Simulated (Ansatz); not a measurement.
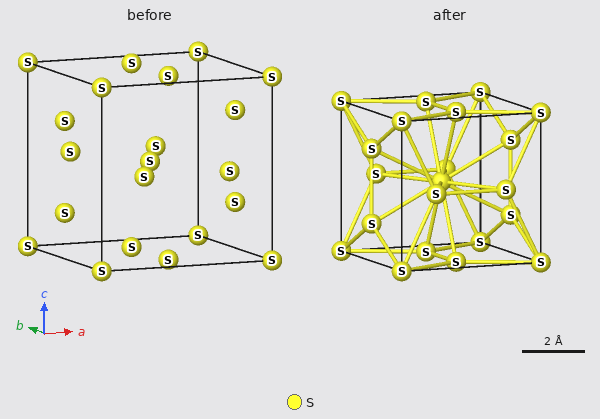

The structure of a crystal of S (built on the beta-tungsten (A15)_223 type) (coarse preliminary run) before (left) and after (right) a relaxation, at one scale.

A ball-and-stick model of the cell of the calculation, seen slightly off an axis.

Case: beta-tungsten (A15) type (Pm-3n, No. 223).

Computed with DFT PBEsol, scalar-relativistic, plane waves, PAW in Ansatz 0.2.0. Set-up: plane-wave cutoff 420 eV; k-point mesh 4 × 4 × 4; occupations gaussian; smearing width 0.1 eV; no spin polarisation; cell and atoms relaxed; force threshold 0.04 eV/Å; at most 70 steps.

> Describe what moved and what it gained.

The atoms keep their places relative to the cell (all moves are under 0.005 Å). The drawn cell changes as follows: a = b = c 6.079 → 4.959 Å (−18.4 %); the volume changes by −45.7 %. Near-neighbour distances that change, for instance: S–S 3.398 → 2.772 Å, S–S 3.039 → 2.479 Å. New bonds form: S–S (3.04 → 2.48 Å). The space group stays Pm-3n (No. 223). Over 5 accepted moves (6 points after the start) the energy falls by 1013 meV per atom. All forces vanish by symmetry, so only the cell relaxes. Pressure: −13.98 GPa at the start and 0.00 GPa at the end. The SCF was repeated once at an unchanged geometry on a basis and grid sized afresh for the cell, which shifted the energy by 0.4 meV per atom at most. The run took roughly 30 core-seconds on a shared host.
